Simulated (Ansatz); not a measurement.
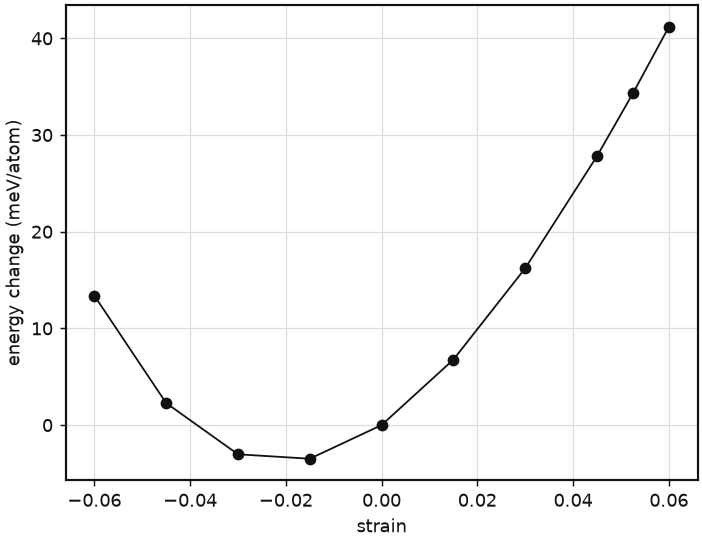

The figure shows the energy change against strain for MgO, space group Fm-3m (No. 225).

Starting cell:
```xyz
2
Lattice="0.0000 2.1351 2.1351 2.1351 0.0000 2.1351 2.1351 2.1351 0.0000" Properties=species:S:1:pos:R:3 pbc="T T T"
Mg    0.0000    0.0000    0.0000
O     2.1351    2.1351    2.1351
```

Method: homogeneous strain of a crystal along one Voigt pattern with engineering shear, fractional coordinates fixed, by plane-wave density functional theory with PAW datasets, free energies less that of the undisturbed cell, pressure positive in compression; scalar-relativistic (Ansatz 0.2.0). Level: PBEsol, no spin polarisation.

wave cutoff 420 eV; k mesh 10×10×10; occupations Gaussian; smearing width 0.05 eV; k shift (0, 0, 0) (mesh steps); start as given; strain pattern (1, 0, 0, 0, 0, 0) (xx yy zz yz xz xy with engineering shear).

From this curve and the settings, what does the calculation give for the tensile stress summed over the strain pattern, pressure and gap on the k mesh at the same points?

The tensile stress summed over the strain pattern rises from −15.7 GPa at strain −0.0600 to 15.4 GPa at 0.0600, and changes sign near −0.021. The pressure falls from 5.0 GPa at strain −0.0600 to −11.8 GPa at 0.0600, and changes sign near −0.036. The gap on the k mesh stays open and runs from 4.762 eV at strain −0.0600 to 3.651 eV at 0.0600.

```csv
strain,tensile stress summed over the strain pattern (GPa),pressure (GPa),gap on the k mesh (eV)
-0.0600,-15.7,5.0,4.762
-0.0450,-8.8,1.7,4.632
-0.0300,-3.0,-1.1,4.502
-0.0150,1.8,-3.6,4.374
0.0000,5.8,-5.8,4.248
0.0150,9.0,-7.6,4.092
0.0300,11.6,-9.2,3.940
0.0450,13.8,-10.6,3.793
0.0525,14.6,-11.2,3.721
0.0600,15.4,-11.8,3.651
```

Caveats: reference crystal is not relaxed.
